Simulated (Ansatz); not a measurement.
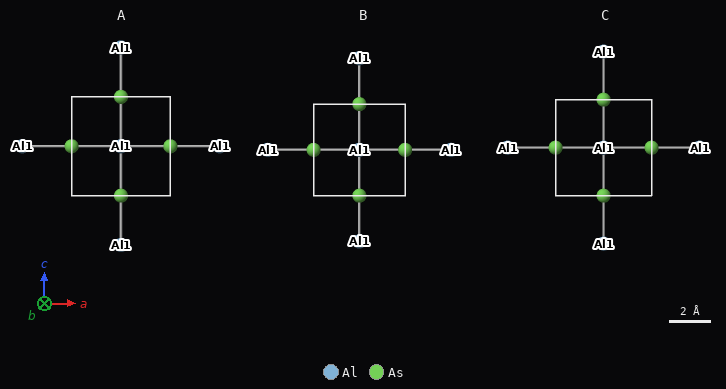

3 geometries from one relaxation of crystalline AlAs$_{3}$ (a generated structure, set up in Pm-3m) (coarse preliminary run), in shuffled order. Style: ball-and-stick. Shown: the cell of the calculation, along the b axis.

The calculation used Ansatz, DFT PBE, scalar-relativistic, plane waves, PAW. Settings: plane-wave cutoff 420 eV; k-point mesh 4 × 4 × 4; occupations gaussian; smearing width 0.1 eV; no spin polarisation; cell and atoms relaxed; force threshold 0.04 eV/Å; at most 70 steps.

> Order the frames from highest to lowest energy.

B, C, A. They are steps 0, 1, 4, at +246 meV per atom, +35.8 meV per atom relative to the last. The energy falls by 246 meV per atom in 3 accepted moves (4 points after the start). All forces vanish by symmetry, so only the cell relaxes. The pressure goes from 15.53 to 0.26 GPa. At 1 point the geometry stayed and the basis and grid were re-selected for the new cell (energy shift of 2.7 meV per atom at most each time). No atom moves by more than 0.005 Å relative to the cell. The volume changes by +25.5 %, with a = b = c 4.526 → 4.882 Å (+7.9 %). Near-neighbour distances that change, for instance: Al–As 2.263 → 2.441 Å. The space group stays Pm-3m (No. 221). The run took 10 s on 1 thread of Arm Neoverse V1, on a shared host, peak memory 0.35 GiB.
